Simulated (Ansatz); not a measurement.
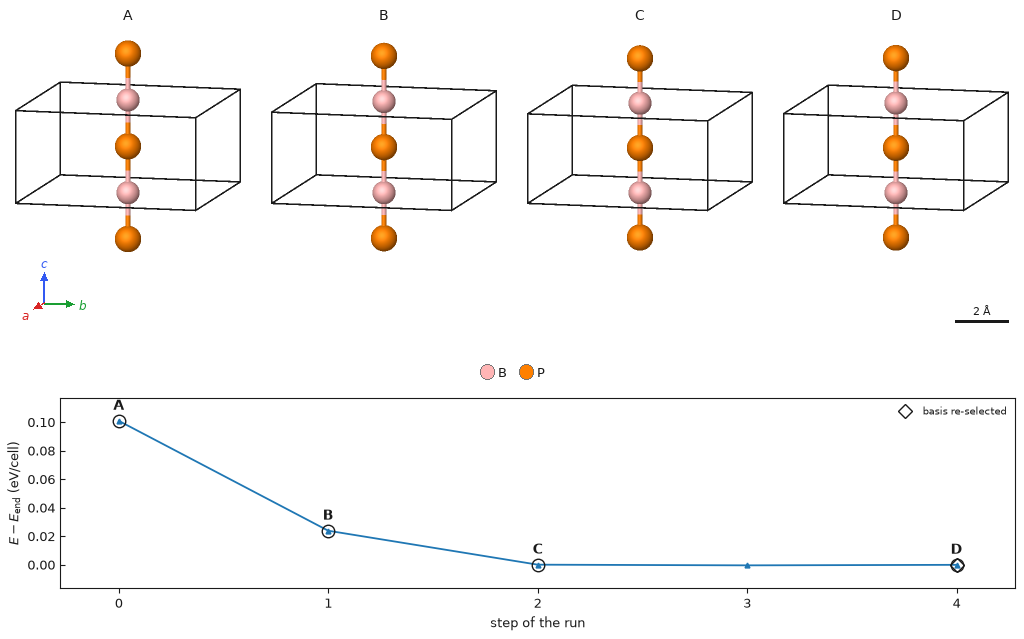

Frames of a relaxation of a wire of composition BP, marked on the history of the run. A ball-and-stick model of the cell of the calculation, with the vacuum cut short, seen slightly off an axis.

Case: linear chain of atoms.

Level of theory: Ansatz, DFT PBE, scalar-relativistic, plane waves, PAW. Set-up: plane-wave cutoff 420 eV; k-point mesh 1 × 1 × 18; occupations gaussian; smearing width 0.05 eV; collinear spin; cell relaxed at fixed a, b, alpha, beta, gamma; force threshold 0.01 eV/Å; at most 45 steps.

> What happens along the run?

No atom moves by more than 0.005 Å relative to the layer's centre. Along the periodic axis the drawn cell goes c 3.545 → 3.430 Å (−3.2 %). Some distances before and after: B–P 1.773 → 1.715 Å. Over 3 accepted moves (4 points after the start) the energy falls by 0.101 eV per cell of the calculation. All forces vanish by symmetry, so only the cell relaxes. At 1 point the geometry stayed and the basis and grid were re-selected for the new cell (energy shift of 0.4 meV per cell of the calculation at most each time). The program noted that the starting moments weren't kept. From step 0 to 1: energy −77.1 meV per cell of the calculation. From step 1 to 2: energy −23.8 meV per cell of the calculation. From step 2 to 4: energy −0.1 meV per cell of the calculation.
